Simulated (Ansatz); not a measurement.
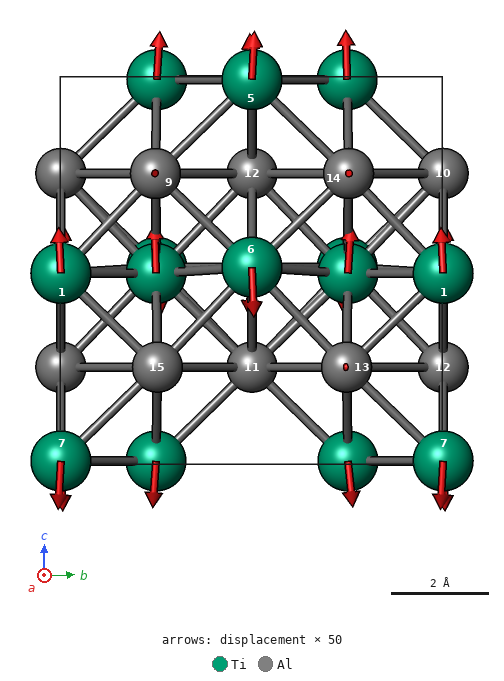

A relaxation of solid Ti$_{8}$Al$_{7}$ (a generated structure, set up in P1) (coarse preliminary run). The starting structure is drawn; red arrows show the displacements (the part carried along by the change of the cell is left out), 50 times their true length.

The picture is a ball-and-stick view of the larger cell on standard axes (2 times the calculation's cell), seen along the a axis.

Case: 1 of 8 Al atoms taken out at random, relaxed further on a centred mesh.

These are results of DFT PBE, scalar-relativistic, plane waves, PAW (Ansatz 0.2.0), not measurements.

Input
```yaml
crystal:
  lattice:
    - [-0.0013205737, 5.6149698642, 4.0279729961]
    - [5.6299177164, 0.0009877206, -4.0311687738]
    - [-5.6275308682, 0.0012420199, -4.0278642402]
  atoms:
    - { symbol: Ti, position: [0.0010479222, 0.5062360864, 0.5091650193] }
    - { symbol: Ti, position: [0.5028279827, 0.2573203755, 0.260292556] }
    - { symbol: Ti, position: [0.0009413124, 0.7417494917, 0.2423128278] }
    - { symbol: Ti, position: [0.00084548, 0.2575666917, 0.758137271] }
    - { symbol: Ti, position: [0.5029841016, 0.0084994336, 0.5089995715] }
    - { symbol: Ti, position: [0.5028358291, 0.4923383108, 0.9930414829] }
    - { symbol: Ti, position: [0.0009993504, 0.9903126068, 0.9933318117] }
    - { symbol: Ti, position: [0.5027733554, 0.7414788172, 0.7444196739] }
    - { symbol: Al, position: [0.2467309078, 0.2469582372, 0.4986891803] }
    - { symbol: Al, position: [0.7520650963, 0.9994554704, 0.2512260666] }
    - { symbol: Al, position: [0.252052275, 0.4995304916, 0.2511666201] }
    - { symbol: Al, position: [0.25193733, 0.9994348598, 0.7512053944] }
    - { symbol: Al, position: [0.7520366081, 0.7520620531, 0.4986835884] }
    - { symbol: Al, position: [0.752080085, 0.2469334463, 0.0040009614] }
    - { symbol: Al, position: [0.2572493613, 0.7520464864, 0.0038400149] }
  symmetry: { detect: false }
basis:
  ecutwfc: 420
kpoints:
  mp_grid: { grid: [4, 4, 4] }
hamiltonian:
  xc: pbe
scf:
  occupations: { method: gaussian, width: 0.1 }
  lower_state_search: "off"
output:
  forces: true
  stress: true
  eigenvalues: true
relax:
  adjacent_minimum: "off"
  f_tol: 0.04
  max_steps: 25
  cell: { stress_tol: 0.3 }
```

Launched with:
```bash
ansatz run input.yaml --threads 4 --pin off --max-ram 9216MiB --backend cpu --events-out ev --progress --plain --runs-dir out
```

**Atoms of which element are displaced furthest, and by how much?**

Titanium: up to 0.021 Å, against 0.002 Å for aluminium.

**What happened in the run?**

The energy falls by 45.4 meV per cell of the calculation in 2 accepted moves (3 points after the start). Largest force component: 0.12 eV/Å at the start, 0.038 eV/Å at the end. Pressure: −0.20 GPa at the start and −0.19 GPa at the end. At 1 point the geometry stayed and the basis and grid were re-selected for the new cell (energy shift of 0.2 meV per cell of the calculation at most each time). The largest moves relative to the cell, 0.021 Å, are those of Ti4 and Ti6. Ti6 goes along −c. By element the largest moves are Ti 0.021 Å, Al 0.002 Å. The drawn cell changes at constant volume: a = b 7.951 → 8.040 Å (+1.1 %), c 8.059 → 7.885 Å (−2.2 %), γ 90.1° → 90.0°. Some distances before and after: Ti1–Ti8 2.820 → 2.858 Å, Al11–Al13 2.808 → 2.843 Å, Ti1–Al10 2.871 → 2.838 Å, Ti1–Al14 2.861 → 2.829 Å. Within 0.06 Å the space group is I4/mmm at the start and I4/mmm at the end; at a tighter tolerance small leftover displacements or strains of the cell lower it.
